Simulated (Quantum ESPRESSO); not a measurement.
## A series of single points on MgS

System: MgS (Fm-3m, 2 atoms in the cell).
Method: Kohn-Sham DFT of a periodic cell, r2SCAN, SG15 PBE 1.2, no spin polarisation (Quantum ESPRESSO 7.5).

The 7 runs differ only in the geometry, by an even scaling of the cell at fixed fractional positions. The structure derives from an entry of the Crystallography Open Database.

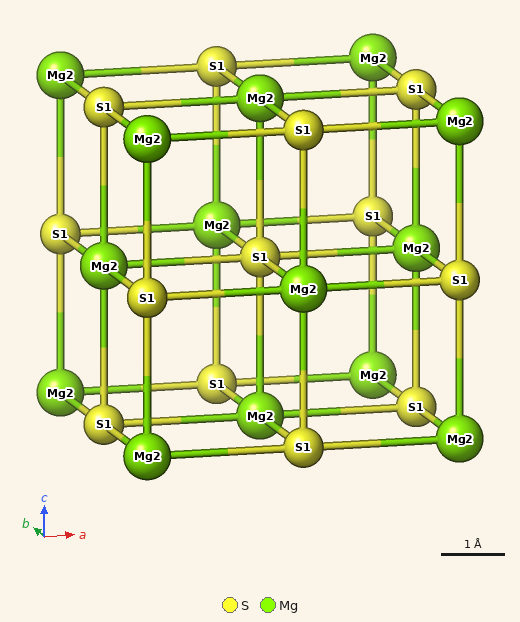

Figure 1. The structure of run 4 (ball-and-stick view of the cell 4 times as large as that of the calculation, set on its symmetry axes, seen slightly off an axis; atoms are numbered from 1 in the order of the input). An atom can appear more than once, as a periodic image.

**Input of run 4**
```
&CONTROL
  calculation = 'scf'
  prefix = 'pwscf'
  outdir = './tmp'
  pseudo_dir = './pseudo'
  tprnfor = .true.
  tstress = .true.
  disk_io = 'nowf'
/
&SYSTEM
  ibrav = 0
  nat = 2
  ntyp = 2
  ecutwfc = 70
  nbnd = 14
  input_dft = 'r2scan'
  occupations = 'smearing'
  smearing = 'fd'
  degauss = 0.00367493
  nosym = .true.
  nr1 = 40
  nr2 = 40
  nr3 = 40
/
&ELECTRONS
  conv_thr = 1d-08
  electron_maxstep = 120
  mixing_beta = 0.5
/
ATOMIC_SPECIES
S     32.0600 S_ONCV_PBE-1.2.upf
Mg    24.3050 Mg_ONCV_PBE-1.2.upf
CELL_PARAMETERS angstrom
   0.0000000000    2.6016500000    2.6016500000
   2.6016500000    0.0000000000    2.6016500000
   2.6016500000    2.6016500000    0.0000000000
ATOMIC_POSITIONS crystal
S      0.5000000000    0.5000000000    0.5000000000
Mg     0.0000000000    0.0000000000    0.0000000000
K_POINTS automatic
7 7 7 0 0 0
```

Command:
```bash
OMP_NUM_THREADS=1 mpirun -n 2 pw.x -nk 2 -in pw.in > pw.out
```

Lattice vectors (Å) and fractional positions of run 4:
```
   0.000000    2.601650    2.601650
   2.601650    0.000000    2.601650
   2.601650    2.601650    0.000000
S   0.500000  0.500000  0.500000
Mg  0.000000  0.000000  0.000000
```

Run 6 differs from it as follows:
```diff
-   0.0000000000    2.6016500000    2.6016500000
-   2.6016500000    0.0000000000    2.6016500000
-   2.6016500000    2.6016500000    0.0000000000
+   0.0000000000    2.6358861629    2.6358861629
+   2.6358861629    0.0000000000    2.6358861629
+   2.6358861629    2.6358861629    0.0000000000
```

**Results, with one run withheld**

```tsv
run	volume per atom (Å³)	free energy per atom, from the lowest run given (meV)	pressure (GPa)	gap on the mesh (eV)
1	16.553	21.87	5.98	3.88
2	16.905	10.37	3.91	3.84
3	17.257	3.22	2.03	3.79
4	17.609	0.00	0.32	3.74
5	17.962	0.38	−1.22	3.69
6	18.314	?	?	?
7	18.666	10.53	−3.88	3.60
```

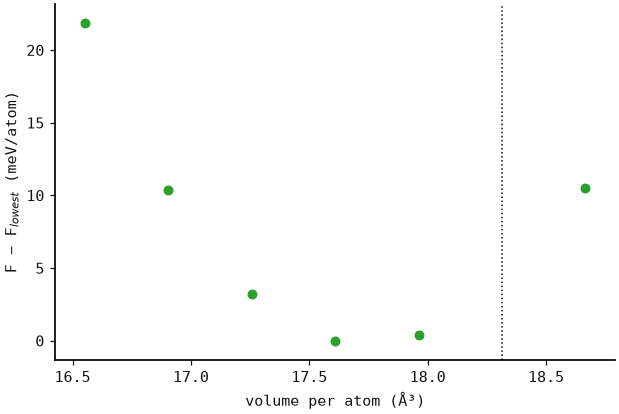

Figure 2. Free energy per atom of the runs given; the dotted line marks run 6.

What should run 6 give?

A cubic polynomial in V^(−2/3) (the Birch–Murnaghan form), fitted to the 6 runs given, misses them by at most 0.01 meV per atom. With x = V^(−2/3) − 0.14853 Å⁻², it reads F = 0.83316 + 1407.7 x + 4.5421e+05 x² − 96706 x³ (meV per atom). At run 6 it gives 3.98 meV per atom, and the run itself gives 3.97. The slope of the fit gives a pressure −dF/dV of −2.33 GPa there, and the run prints −2.61 GPa. The two needn't agree exactly: the fit is approximate, and the printed stress is taken on a finite basis. The fit has its minimum at 17.746 Å³ per atom, where V d²F/dV² gives 78.8 GPa: the bulk modulus at this level, since symmetry fixes the shape and the positions. The gap on the mesh goes, without turning, from 3.88 eV in run 1 to 3.60 eV in run 7; run 6 has 3.65 eV. These are gaps of this functional on this mesh, which can miss the band edges; they aren't the measured gap.

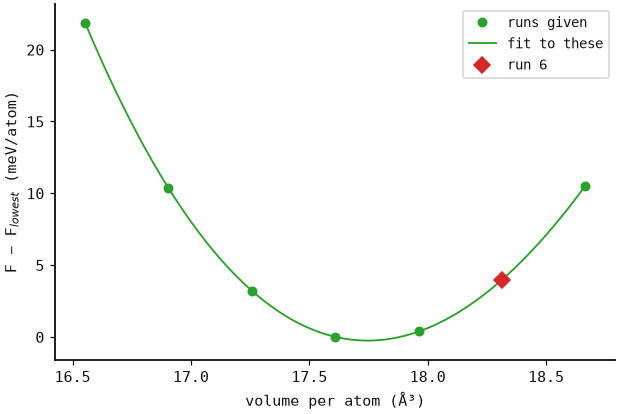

Figure 3. The fit and the withheld run.

**Some lines of the output (run 6)**
```
[...]
     number of k points=   172  Fermi-Dirac smearing, width (Ry)=  0.0037
     total energy              =    -129.38142221 Ry
     total energy              =    -129.45639658 Ry
     total energy              =    -129.46059961 Ry
     total energy              =    -129.46082869 Ry
     total energy              =    -129.46086572 Ry
     total energy              =    -129.46087279 Ry
     total energy              =    -129.46087340 Ry
     total energy              =    -129.46087344 Ry
     the Fermi energy is     7.3839 ev
!    total energy              =    -129.46087344 Ry
     The total energy is F=E-TS. E is the sum of the following terms:
     Computing stress (Cartesian axis) and pressure
          total   stress  (Ry/bohr**3)                   (kbar)     P=      -26.13
```

Notes: Further notes kept with the run: potentials made for another functional. Notes on the run: SCF correction compared to forces is large. Points of doubt noted for this run: potentials made for another functional.
